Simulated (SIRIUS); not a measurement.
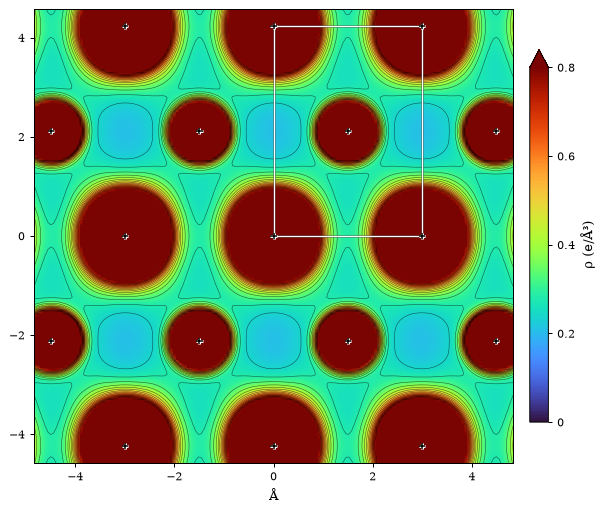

The total electron density on a plane through atoms (crosses mark nuclei in the plane).

Level of theory: Kohn-Sham DFT of a periodic cell, PBE, all-electron FP-LAPW in SIRIUS 7.12.0.

Candidates:
A. C, a = 2.46 Å, b = 2.46 Å, c = 8.52 Å, α = 90.00°, β = 90.00°, γ = 120.00°. Space group P6/mmm; a structure from a database of computed crystals, not necessarily the ambient phase.
B. CoSi$_{2}$, a = 5.36 Å, b = 5.36 Å, c = 5.36 Å, α = 90.00°, β = 90.00°, γ = 90.00°. Space group Fm-3m; spin-polarised.
C. AlRu, a = 2.99 Å, b = 2.99 Å, c = 2.99 Å, α = 90.00°, β = 90.00°, γ = 90.00°. Space group Pm-3m.

> Which system is this?

Candidate C: AlRu on the (11̄0) plane of the conventional cell, which holds Ru and Al. Al–Ru (2.59 Å): ρ is about 0.36 e/Å³ halfway, with its minimum of 0.28 e/Å³ about 0.9 Å from Al.
